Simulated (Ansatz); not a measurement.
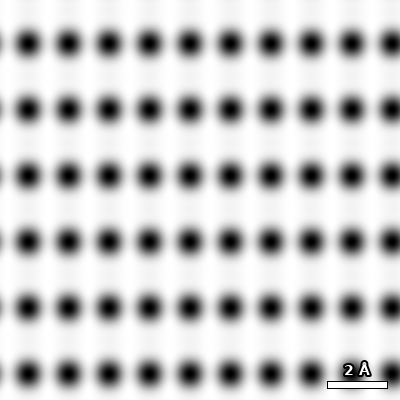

HRTEM-like image of Ti (Fm-3m, No. 225) along [211]. Simulated in the weak-phase-object approximation with neutral-atom potentials: 200 kV, Cs = 10 µm, defocus −60 Å (negative is underfocus), defocus spread 15 Å, aperture 1.35 1/Å. Structure used: the geometry relaxed with Ansatz, DFT, LDA (PW92), plane waves (420 eV) with PAW, scalar-relativistic; the starting structure was generated, so it need not be a known form of this composition.

What point resolution do these settings give, and which lattice spacings pass?

About 0.7 Å (0.66 |Cs|^(1/4) λ^(3/4) with λ = 0.0251 Å). The spacings that carry visible contrast are {111} at 2.31 Å, {220} at 1.42 Å, {311} at 1.21 Å, {222} at 1.16 Å, {420} at 0.90 Å.

Do the atom columns appear dark or bright, and why?

Dark. With positive Cs and underfocus sin χ is negative over the pass band, so the strongest columns (Ti) come out darker than the background.
